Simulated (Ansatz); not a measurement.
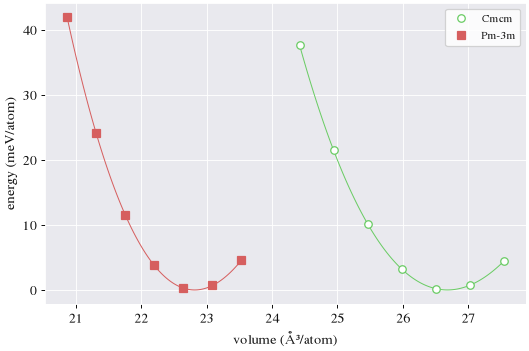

The figure shows the energy against volume, with one curve for each structure, for Se. Each energy curve has its own zero, so the curves don't rank the structures.

Computed with Ansatz 0.2.0: plane-wave DFT, no spin polarisation; energies at scaled volumes of the given cell, shape and fractions fixed, counted from the fit's minimum, third-order Birch-Murnaghan fit. Level: PBE.

- occupations: Fermi–Dirac
- smearing width: 0.05 eV
- potentials: Ansatz PAW
- wave cutoff: 420 eV
- density cutoff: 1680 eV

Settings that differ: Cmcm: k mesh 10×10×6; Pm-3m: k mesh 9×9×9.

### Order the curves by fitted equilibrium volume, smallest first.

Pm-3m 22.818, Cmcm 26.679 Å³/atom.

### Order the curves by fitted bulk modulus, smallest first.

Cmcm 53.8, Pm-3m 69.1 GPa.

Note: shape and atomic fractions are frozen while scaling, which makes layered, chain and framework solids too stiff.
